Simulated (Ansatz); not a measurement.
**Geometry relaxation of Sn$_{7}$S$_{16}$ (charge −2) (part 4 of 4)**

Continued. System: Sn$_{7}$S$_{16}$ (defect cell, 23 atoms in the cell, total charge −2). Method: DFT PBE+D3(BJ), scalar-relativistic, plane waves, PAW, spin-polarised (Ansatz 0.2.0); cutoff 420 eV, 2×2×2 k-mesh, Gaussian smearing of 0.01 eV, collinear spins. The structure derives from a Materials Project entry. It belongs to a series of runs on one base structure; here: Sn vacancy (site b), charge -2, atoms relaxed at the host's cell.

Geometry of the input (Å; fractional positions):
```
-3.6685  6.3540  0.0000
-3.6685  -6.3540  0.0000
0.0000  0.0000  11.6527
Sn 0.6617  0.3308  0.6135
Sn 0.1885  0.7746  0.6370
Sn 0.6998  0.8562  0.6361
Sn 0.8259  0.1629  0.1225
Sn 0.3257  0.1615  0.1274
Sn 0.8272  0.6631  0.1257
Sn 0.3252  0.6631  0.1283
S  0.7720  0.1653  0.7632
S  0.2493  0.1442  0.6905
S  0.8492  0.6619  0.7535
S  0.3591  0.6296  0.7477
S  0.1602  0.3294  0.2536
S  0.6616  0.3278  0.2520
S  0.1564  0.8317  0.2554
S  0.6647  0.8342  0.2517
S  0.4926  0.4939  1.0004
S  -0.0049  0.4978  0.9985
S  0.4843  0.9898  0.9985
S  -0.0061  0.9972  0.9970
S  0.5027  -0.0155  0.4961
S  0.0862  0.1113  0.5433
S  0.5880  0.5598  0.4845
S  -0.0102  0.5083  0.4874
```

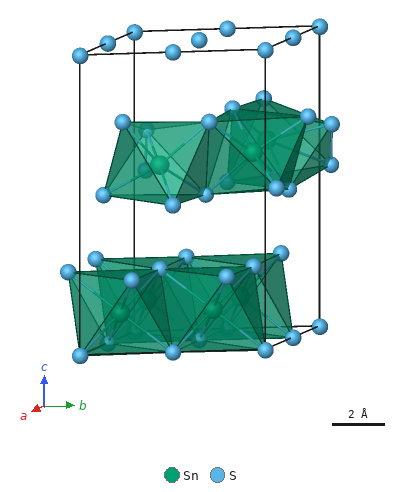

**Figure 1.** The geometry at step 5 of the log (polyhedral view of the cell of the calculation, seen slightly off an axis; polyhedra are completed across the faces of the cell).

**File populations.tsv**
```
# site	symbol	l	j	q_up	q_dn
# orbitals = lowdin
# n_electrons = 196.000000
# spilling = 0.006368
0	Sn	0_5S	-	0.629822	0.630401
0	Sn	1_5P	-	0.994818	0.997449
0	Sn	2_4D	-	4.998086	4.998064
1	Sn	0_5S	-	0.623451	0.623640
1	Sn	1_5P	-	0.988133	0.992044
1	Sn	2_4D	-	4.997801	4.997691
2	Sn	0_5S	-	0.632029	0.633192
2	Sn	1_5P	-	0.996385	0.998423
2	Sn	2_4D	-	4.998650	4.998623
3	Sn	0_5S	-	0.632900	0.637784
3	Sn	1_5P	-	1.002391	1.002318
3	Sn	2_4D	-	4.999015	4.999025
4	Sn	0_5S	-	0.629035	0.633511
4	Sn	1_5P	-	1.005596	1.005219
4	Sn	2_4D	-	4.999000	4.999006
5	Sn	0_5S	-	0.622815	0.622854
5	Sn	1_5P	-	1.004059	1.003973
5	Sn	2_4D	-	4.998996	4.999009
6	Sn	0_5S	-	0.684517	0.694452
6	Sn	1_5P	-	0.980526	0.980504
6	Sn	2_4D	-	4.999106	4.999111
7	S	0_3S	-	0.906179	0.906265
7	S	1_3P	-	2.340437	2.333516
8	S	0_3S	-	0.902866	0.902103
8	S	1_3P	-	2.161659	2.131591
9	S	0_3S	-	0.897585	0.897667
9	S	1_3P	-	2.318757	2.314766
10	S	0_3S	-	0.906600	0.906068
10	S	1_3P	-	2.354201	2.299577
11	S	0_3S	-	0.898183	0.898254
11	S	1_3P	-	2.280536	2.286436
12	S	0_3S	-	0.897233	0.897298
12	S	1_3P	-	2.285615	2.287382
13	S	0_3S	-	0.899200	0.899235
13	S	1_3P	-	2.274212	2.275813
14	S	0_3S	-	0.898118	0.898121
14	S	1_3P	-	2.275333	2.279384
15	S	0_3S	-	0.897181	0.897358
15	S	1_3P	-	2.288453	2.291147
16	S	0_3S	-	0.897324	0.897520
16	S	1_3P	-	2.277127	2.280392
17	S	0_3S	-	0.899863	0.899875
17	S	1_3P	-	2.275000	2.280948
18	S	0_3S	-	0.898615	0.898665
18	S	1_3P	-	2.297801	2.299412
19	S	0_3S	-	0.900469	0.900545
19	S	1_3P	-	2.321778	2.314781
20	S	0_3S	-	0.914737	0.913600
20	S	1_3P	-	2.220402	2.120650
21	S	0_3S	-	0.906496	0.906616
21	S	1_3P	-	2.336381	2.323176
22	S	0_3S	-	0.905595	0.904766
22	S	1_3P	-	2.351662	2.260001
```

**Trajectory as extended XYZ (Å, eV, eV/Å), 9 frames, from step=1 to step=9**
```
23
Lattice="-3.6685 6.3540 0.0000 -3.6685 -6.3540 0.0000 0.0000 0.0000 11.6527" Properties=species:S:1:pos:R:3:forces:R:3 step=1 energy=-56600.53956
Sn   -3.6408    2.1028    7.1485   -0.1377   0.0320  -0.1162
Sn   -3.5331   -3.7242    7.4229    0.1240  -0.1076  -0.2437
Sn   -5.7085   -0.9937    7.4126    0.0444   0.0788  -0.1725
Sn   -3.6275    4.2125    1.4278    0.0178  -0.0155   0.0062
Sn   -1.7875    1.0433    1.4848    0.0009   0.0210   0.0020
Sn   -5.4675    1.0427    1.4646    0.0076  -0.0062   0.0037
Sn   -3.6256   -2.1476    1.4945   -0.0140  -0.0027  -0.0039
S    -3.4386    3.8552    8.8934   -0.0138  -0.0313  -0.1915
S    -1.4437    0.6680    8.0463   -0.1395   0.3480   0.4767
S    -5.5436    1.1898    8.7802   -0.0064  -0.0539   0.0755
S    -3.6273   -1.7187    8.7129    0.0099   0.1386   0.1996
S    -1.7964   -1.0751    2.9546    0.1146  -0.0176   0.1513
S    -3.6295    2.1207    2.9368   -0.0590  -0.0074   0.0876
S    -3.6246   -4.2909    2.9757    0.0622  -0.0605   0.1004
S    -5.4987   -1.0773    2.9331   -0.0495   0.0780   0.0704
S    -3.6193   -0.0083   11.6568   -0.0770   0.0577  -0.1289
S    -1.8085   -3.1942   11.6348    0.0175  -0.0754  -0.0936
S    -5.4078   -3.2119   11.6350   -0.0879  -0.0162  -0.1076
S    -3.6360   -6.3750   11.6175    0.0546   0.0328  -0.1089
S    -1.7873    3.2923    5.7815   -0.0437  -0.0210   0.0252
S    -0.7246   -0.1599    6.3312    0.3793  -0.2360  -0.3846
S    -4.2104    0.1792    5.6458    0.0472  -0.2932   0.1731
S    -1.8273   -3.2945    5.6801   -0.2518   0.1576   0.1798
23
Lattice="-3.6685 6.3540 0.0000 -3.6685 -6.3540 0.0000 0.0000 0.0000 11.6527" Properties=species:S:1:pos:R:3:forces:R:3 step=2 energy=-56600.62494
Sn   -3.7047    2.0556    7.0745   -0.1737  -0.0461  -0.3510
Sn   -3.5292   -3.6675    7.4550    0.1708  -0.1227  -0.1455
Sn   -5.6703   -1.0111    7.4067   -0.1013   0.1361  -0.0758
Sn   -3.6312    4.2070    1.4171    0.0112   0.0132   0.0027
Sn   -1.7932    1.0346    1.4817    0.0225   0.0070   0.0247
Sn   -5.4710    1.0404    1.4550   -0.0203   0.0006   0.0205
Sn   -3.6297   -2.1486    1.4879   -0.0056  -0.0167   0.0244
S    -3.4786    3.8241    8.7809    0.0962   0.0397   0.2825
S    -1.4219    0.7548    8.0961   -0.0948  -0.1638  -0.0200
S    -5.5632    1.1713    8.7911    0.1548   0.0914  -0.1000
S    -3.6172   -1.6759    8.7979   -0.1104  -0.0984   0.0939
S    -1.7755   -1.0871    2.9802    0.0356   0.0864  -0.1802
S    -3.6459    2.1159    2.9477   -0.0196  -0.0503  -0.0822
S    -3.6163   -4.3079    2.9882   -0.0221  -0.0859  -0.0987
S    -5.5150   -1.0642    2.9389   -0.0660   0.0356  -0.0657
S    -3.6382    0.0019   11.6211    0.0444   0.1159   0.1992
S    -1.8103   -3.2112   11.6074    0.0973  -0.0318   0.0972
S    -5.4265   -3.2225   11.6091   -0.1109  -0.0562   0.0403
S    -3.6291   -6.3725   11.5882   -0.0265  -0.0167   0.1222
S    -1.8062    3.2627    5.7903    0.0280   0.0179  -0.1177
S    -0.6299   -0.0989    6.3857   -0.0159   0.0420  -0.0955
S    -4.1149    0.0100    5.6636    0.0233   0.2121   0.2820
S    -1.8960   -3.1757    5.7070    0.0831  -0.1093   0.1425
23
Lattice="-3.6685 6.3540 0.0000 -3.6685 -6.3540 0.0000 0.0000 0.0000 11.6527" Properties=species:S:1:pos:R:3:forces:R:3 step=3 energy=-56600.67650
Sn   -3.6712    2.0873    7.0398   -0.1560  -0.0230  -0.2353
Sn   -3.5068   -3.6886    7.4080    0.1005  -0.0627  -0.0328
Sn   -5.6563   -0.9982    7.3730   -0.0185   0.1115  -0.0239
Sn   -3.6516    4.2023    1.4500   -0.0211   0.0116   0.0310
Sn   -1.8133    1.0388    1.5153   -0.0112  -0.0317   0.0314
Sn   -5.4966    1.0374    1.4925    0.0031  -0.0097   0.0131
Sn   -3.6563   -2.1550    1.5190    0.0260   0.0308   0.0159
S    -3.4368    3.8356    8.7778    0.0546   0.0037   0.0949
S    -1.4095    0.7295    8.0349   -0.0066  -0.0800  -0.0136
S    -5.5141    1.1877    8.7478   -0.0003   0.0398  -0.0194
S    -3.6204   -1.7078    8.7716   -0.0534  -0.0825   0.0921
S    -1.7947   -1.0828    2.9959    0.0387   0.0741  -0.1018
S    -3.6706    2.1096    2.9771    0.0357  -0.0104  -0.0543
S    -3.6397   -4.3158    3.0199   -0.0399  -0.0598  -0.0763
S    -5.5429   -1.0653    2.9696   -0.0667   0.0239  -0.0251
S    -3.6580    0.0103   11.6706    0.0355   0.0521   0.0523
S    -1.8256   -3.2191   11.6470    0.0644  -0.0256   0.0147
S    -5.4593   -3.2285   11.6380   -0.0609  -0.0538   0.0345
S    -3.6530   -6.3758   11.6302   -0.0235   0.0099   0.0176
S    -1.7747    3.2816    5.7396   -0.0201  -0.0153   0.0026
S    -0.6090   -0.1052    6.3149    0.0243   0.0424  -0.0055
S    -4.0838    0.0375    5.6638    0.0385   0.0778   0.0928
S    -1.8698   -3.1801    5.6751    0.0567  -0.0233   0.0952
23
Lattice="-3.6685 6.3540 0.0000 -3.6685 -6.3540 0.0000 0.0000 0.0000 11.6527" Properties=species:S:1:pos:R:3:forces:R:3 step=4 energy=-56600.62855 accepted=F
Sn   -3.7152    2.1671    6.8618    0.0927   0.0060   0.4741
Sn   -3.5149   -3.7683    7.4438   -0.1900  -0.0426  -0.0808
Sn   -5.5699   -0.9594    7.4402   -0.2075  -0.2197  -0.1939
Sn   -3.6734    4.2197    1.4743    0.0364  -0.0070  -0.1071
Sn   -1.8341    1.0529    1.5160    0.0748   0.0433  -0.0315
Sn   -5.5139    1.0465    1.5008   -0.0318   0.0691  -0.0835
Sn   -3.6727   -2.1284    1.5296   -0.0094  -0.1097  -0.1016
S    -3.3915    3.8089    8.7413   -0.0278  -0.1125  -0.1585
S    -1.4114    0.6187    7.9595   -0.0120   0.0929   0.0422
S    -5.4971    1.2108    8.7575    0.2148   0.0557  -0.0084
S    -3.6579   -1.8474    8.9003    0.0529   0.0638  -0.0447
S    -1.7903   -1.0218    2.9777   -0.0433  -0.1704   0.1452
S    -3.6721    2.1065    2.9866   -0.0917   0.0891   0.0401
S    -3.6786   -4.3290    3.0063    0.0949   0.1153   0.0386
S    -5.6080   -1.0238    2.9814    0.1238  -0.1351   0.0343
S    -3.6454    0.0534   11.6793   -0.1590  -0.1261  -0.0203
S    -1.7809   -3.2249   11.6595   -0.1612   0.0939   0.0563
S    -5.5179   -3.2568   11.6637    0.0548   0.2116  -0.0026
S    -3.6847   -6.3517   11.6311    0.0847  -0.1045   0.0183
S    -1.7575    3.2634    5.7228    0.1694   0.1366  -0.0133
S    -0.4705   -0.0816    6.2555    0.0361  -0.0418   0.0105
S    -4.0089    0.0027    5.7046   -0.0726   0.0406   0.0161
S    -1.9472   -3.1225    5.6778   -0.0290   0.0515  -0.0298
23
Lattice="-3.6685 6.3540 0.0000 -3.6685 -6.3540 0.0000 0.0000 0.0000 11.6527" Properties=species:S:1:pos:R:3:forces:R:3 step=5 energy=-56600.70057
Sn   -3.6747    2.1234    7.0003   -0.0468  -0.0198   0.0036
Sn   -3.5026   -3.7266    7.4365   -0.0095  -0.0054  -0.0128
Sn   -5.6264   -0.9798    7.4076    0.0033  -0.0200  -0.0470
Sn   -3.6682    4.2074    1.4410    0.0059  -0.0078   0.0002
Sn   -1.8276    1.0412    1.4980   -0.0133   0.0067  -0.0029
Sn   -5.5116    1.0384    1.4778    0.0122   0.0032  -0.0042
Sn   -3.6690   -2.1492    1.5047   -0.0058  -0.0022  -0.0180
S    -3.4048    3.8273    8.7902   -0.0079   0.0087  -0.0199
S    -1.4095    0.6854    8.0222    0.0064   0.0030   0.0157
S    -5.4846    1.2038    8.7620   -0.0023  -0.0076   0.0233
S    -3.6406   -1.7720    8.8417    0.0045  -0.0188   0.0252
S    -1.7987   -1.0634    2.9690   -0.0067  -0.0100   0.0268
S    -3.6797    2.1098    2.9590    0.0037   0.0013   0.0326
S    -3.6609   -4.3235    2.9930    0.0130   0.0133   0.0307
S    -5.5733   -1.0569    2.9554    0.0172  -0.0079   0.0270
S    -3.6650    0.0222   11.6614    0.0001  -0.0049  -0.0043
S    -1.8196   -3.2214   11.6380   -0.0202   0.0157  -0.0017
S    -5.4912   -3.2363   11.6343    0.0154   0.0026   0.0032
S    -3.6701   -6.3732   11.6148   -0.0110  -0.0030  -0.0046
S    -1.7545    3.2847    5.7533    0.0115   0.0208  -0.0221
S    -0.5492   -0.0867    6.3012    0.0237  -0.0135   0.0050
S    -4.0502    0.0382    5.7049    0.0073  -0.0073  -0.0305
S    -1.8821   -3.1577    5.7050   -0.0007   0.0530  -0.0251
23
Lattice="-3.6685 6.3540 0.0000 -3.6685 -6.3540 0.0000 0.0000 0.0000 11.6527" Properties=species:S:1:pos:R:3:forces:R:3 step=6 energy=-56600.69999 accepted=F
Sn   -3.6868    2.1277    6.9634   -0.0149   0.0205   0.0033
Sn   -3.5043   -3.7475    7.4220    0.0424   0.0269  -0.0267
Sn   -5.6054   -0.9934    7.3631    0.0030   0.0084   0.0233
Sn   -3.6789    4.2126    1.4735    0.0053   0.0129   0.0060
Sn   -1.8364    1.0469    1.5316    0.0137  -0.0161   0.0031
Sn   -5.5137    1.0424    1.5110   -0.0263  -0.0107  -0.0046
Sn   -3.6801   -2.1481    1.5345    0.0146   0.0071   0.0142
S    -3.4075    3.8340    8.7471    0.0257  -0.0275   0.0237
S    -1.3910    0.6532    7.9576   -0.0127   0.0031   0.0231
S    -5.4696    1.1861    8.7346   -0.0038   0.0218   0.0097
S    -3.6402   -1.7927    8.8291   -0.0306  -0.0058   0.0056
S    -1.8104   -1.0614    3.0013   -0.0123  -0.0020  -0.0164
S    -3.6836    2.1181    2.9929   -0.0065  -0.0116  -0.0007
S    -3.6610   -4.3198    3.0281   -0.0272   0.0225  -0.0267
S    -5.5800   -1.0552    2.9879    0.0033   0.0042  -0.0034
S    -3.6751    0.0203   11.6902    0.0105   0.0089   0.0045
S    -1.8324   -3.2161   11.6685    0.0027  -0.0031  -0.0169
S    -5.5027   -3.2284   11.6652    0.0098  -0.0078  -0.0179
S    -3.6812   -6.3686   11.6499    0.0006   0.0110  -0.0301
S    -1.7498    3.2903    5.7240    0.0080  -0.0550   0.0020
S    -0.4995   -0.0816    6.2337   -0.0246  -0.0086   0.0331
S    -4.0319    0.0426    5.6681    0.0165   0.0059  -0.0090
S    -1.8925   -3.1260    5.6940    0.0025  -0.0051   0.0008
23
Lattice="-3.6685 6.3540 0.0000 -3.6685 -6.3540 0.0000 0.0000 0.0000 11.6527" Properties=species:S:1:pos:R:3:forces:R:3 step=7 energy=-56600.70326
Sn   -3.6919    2.1230    6.9845   -0.0009  -0.0067   0.0112
Sn   -3.5056   -3.7487    7.4051   -0.0015  -0.0467   0.0300
Sn   -5.6084   -1.0013    7.3871   -0.0183   0.0478   0.0222
Sn   -3.6696    4.2119    1.4579    0.0070   0.0019  -0.0053
Sn   -1.8304    1.0457    1.5152    0.0068   0.0014   0.0008
Sn   -5.5102    1.0429    1.4893   -0.0104   0.0003  -0.0060
Sn   -3.6706   -2.1454    1.5129   -0.0015  -0.0030  -0.0037
S    -3.4008    3.8180    8.7769    0.0104   0.0237  -0.0367
S    -1.4192    0.6768    8.0194    0.0126   0.0089   0.0042
S    -5.4809    1.1909    8.7467   -0.0205   0.0037  -0.0266
S    -3.6415   -1.8080    8.8372   -0.0154   0.0139  -0.0121
S    -1.8045   -1.0620    2.9840    0.0050   0.0073   0.0033
S    -3.6807    2.1147    2.9777   -0.0016  -0.0081  -0.0133
S    -3.6577   -4.3171    3.0063    0.0018   0.0058   0.0090
S    -5.5684   -1.0534    2.9683   -0.0104   0.0000   0.0040
S    -3.6648    0.0259   11.6707   -0.0078  -0.0018   0.0027
S    -1.8227   -3.2141   11.6488    0.0034  -0.0067   0.0023
S    -5.4930   -3.2321   11.6481   -0.0007   0.0047  -0.0004
S    -3.6759   -6.3691   11.6297    0.0116   0.0012   0.0025
S    -1.7586    3.2794    5.7305    0.0142  -0.0119   0.0252
S    -0.5298   -0.0704    6.2975    0.0124  -0.0272  -0.0260
S    -4.0478    0.0439    5.6801   -0.0186  -0.0140   0.0185
S    -1.8814   -3.1164    5.6975    0.0223   0.0057  -0.0057
23
Lattice="-3.6685 6.3540 0.0000 -3.6685 -6.3540 0.0000 0.0000 0.0000 11.6527" Properties=species:S:1:pos:R:3:forces:R:3 step=8 energy=-56600.69989 accepted=F
Sn   -3.6929    2.1224    6.9865    0.0367   0.0309  -0.0483
Sn   -3.5051   -3.7495    7.4256   -0.0203   0.0540  -0.0551
Sn   -5.6105   -0.9888    7.3894    0.0010  -0.0511  -0.0425
Sn   -3.6702    4.2089    1.4572   -0.0075   0.0046   0.0137
Sn   -1.8288    1.0472    1.5167   -0.0134  -0.0075   0.0091
Sn   -5.5158    1.0420    1.4930    0.0139   0.0038   0.0104
Sn   -3.6722   -2.1425    1.5145    0.0064  -0.0026   0.0118
S    -3.4025    3.8444    8.7642   -0.0481  -0.0972   0.0496
S    -1.4012    0.6603    7.9910    0.0050  -0.0534  -0.0414
S    -5.4807    1.1945    8.7507    0.0308   0.0165   0.0369
S    -3.6464   -1.7930    8.8344    0.0349  -0.0222   0.0462
S    -1.8030   -1.0608    2.9859   -0.0077  -0.0011  -0.0172
S    -3.6834    2.1108    2.9779    0.0091   0.0068  -0.0052
S    -3.6583   -4.3121    3.0112   -0.0095  -0.0031  -0.0107
S    -5.5763   -1.0557    2.9719    0.0102  -0.0049  -0.0056
S    -3.6694    0.0263   11.6745    0.0105   0.0015   0.0026
S    -1.8234   -3.2161   11.6510   -0.0067   0.0089  -0.0029
S    -5.4940   -3.2309   11.6476    0.0027  -0.0058  -0.0014
S    -3.6743   -6.3690   11.6317   -0.0128   0.0015  -0.0121
S    -1.7482    3.2736    5.7425   -0.0413  -0.0106  -0.0075
S    -0.5057   -0.0888    6.2662   -0.0966   0.0709   0.0701
S    -4.0640    0.0344    5.6840    0.0808   0.0739  -0.0204
S    -1.8878   -3.1222    5.7037    0.0220  -0.0139   0.0199
23
Lattice="-3.6685 6.3540 0.0000 -3.6685 -6.3540 0.0000 0.0000 0.0000 11.6527" Properties=species:S:1:pos:R:3:forces:R:3 step=9 energy=-56600.70432
Sn   -3.6893    2.1208    6.9847   -0.0078  -0.0011  -0.0050
Sn   -3.5072   -3.7481    7.4180    0.0075   0.0053  -0.0100
Sn   -5.6162   -0.9955    7.3859    0.0030   0.0036   0.0010
Sn   -3.6664    4.2120    1.4554   -0.0021  -0.0004   0.0036
Sn   -1.8266    1.0472    1.5143   -0.0050   0.0004   0.0038
Sn   -5.5108    1.0435    1.4899    0.0053   0.0037   0.0037
Sn   -3.6679   -2.1431    1.5144    0.0004  -0.0015   0.0013
S    -3.4076    3.8250    8.7693    0.0012  -0.0030   0.0119
S    -1.4147    0.6685    8.0102    0.0030  -0.0077  -0.0024
S    -5.4844    1.1918    8.7484    0.0020  -0.0035  -0.0043
S    -3.6500   -1.8011    8.8398   -0.0034   0.0011  -0.0049
S    -1.7985   -1.0594    2.9843   -0.0067  -0.0001  -0.0077
S    -3.6795    2.1143    2.9749    0.0036  -0.0024   0.0008
S    -3.6559   -4.3138    3.0083   -0.0013  -0.0020  -0.0022
S    -5.5703   -1.0531    2.9694    0.0025  -0.0024  -0.0006
S    -3.6646    0.0265   11.6727    0.0039   0.0013  -0.0024
S    -1.8203   -3.2143   11.6490   -0.0037   0.0036   0.0003
S    -5.4904   -3.2303   11.6470    0.0031  -0.0009  -0.0010
S    -3.6715   -6.3678   11.6283   -0.0040   0.0008   0.0003
S    -1.7529    3.2736    5.7366   -0.0059   0.0036   0.0025
S    -0.5331   -0.0809    6.2853    0.0005   0.0038   0.0073
S    -4.0535    0.0403    5.6825    0.0041   0.0000   0.0027
S    -1.8827   -3.1209    5.7030    0.0000  -0.0020   0.0012
```

**Summary**

- outcome: converged
- electrons treated: 196
- free energy: −56600.7043 eV
- Fermi energy: 6.707 eV
- gap on the k-point mesh: none (metallic)
- net moment of the cell: 0.25 μB
- integrated absolute moment: 0.39 μB
- final volume: 543.24 Å³
- largest force (length of the vector) at the end: 0.014 eV/Å
- hardware: 4 threads of Arm Neoverse V2, 24 GiB of memory available, shared host
- wall time: 4.3 min (CPU time 17 min)
- peak memory: 2.1 GiB

**Remarks**

The cell is charged and computed with a neutralising background, so its energy and pressure depend on the cell and aren't those of a real crystal. The k-point mesh is coarse for a cell of this size, so the results may not be converged.
